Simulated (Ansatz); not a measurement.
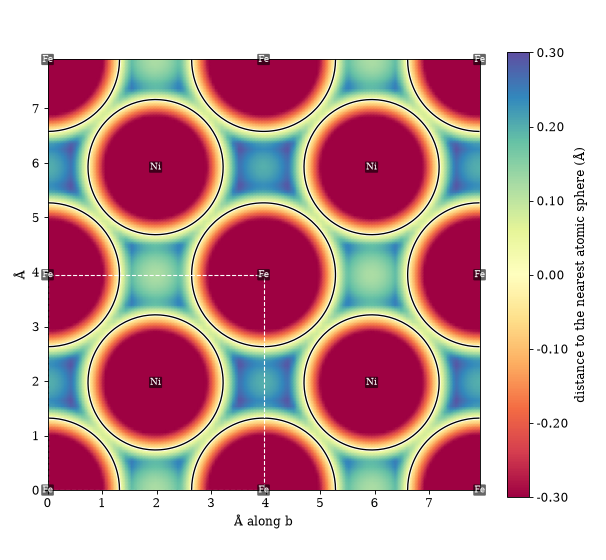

Map of the distance to the nearest atomic sphere in FeNi (Cmmm, No. 65), computed on the section x = 0.000 (parallel to b and c; the dashed line is one cell). The black line marks the spheres' surfaces; positive values are empty space; unlabelled circles belong to atoms above or below the section.

Hard-sphere model; covalent radii (Cordero): Fe 1.32 Å, Ni 1.24 Å.

The cell is taken from the input geometry of an electronic-structure calculation (not necessarily at equilibrium).

```cif
data_structure
_symmetry_space_group_name_H-M 'Cmmm'
_symmetry_Int_Tables_number 65
_cell_length_a 2.8740
_cell_length_b 3.9626
_cell_length_c 3.9493
_cell_angle_alpha 90.000
_cell_angle_beta 90.000
_cell_angle_gamma 90.000
_cell_volume 44.98
loop_
_atom_site_label
_atom_site_type_symbol
_atom_site_symmetry_multiplicity
_atom_site_Wyckoff_symbol
_atom_site_fract_x
_atom_site_fract_y
_atom_site_fract_z
_atom_site_occupancy
Fe1 Fe 2 a 0.00000 0.00000 0.00000 1
Ni1 Ni 2 c 0.50000 0.00000 0.50000 1
```

**Where is the largest hole in this section, and how large is it?**

At 0.000, 0.118, 0.399 (fractional), where the distance reaches 0.32 Å; it is enclosed by 3 Ni + 1 Fe in a tetrahedral arrangement. It is the largest hole of the crystal.

**How much of the crystal lies outside the spheres?**

About 23 % of the cell's volume, and 34 % of this section's area.

**What can pass through?**

The largest sphere that fits anywhere has a diameter of 0.65 Å; the largest that can travel through the crystal, about 0.4 Å.
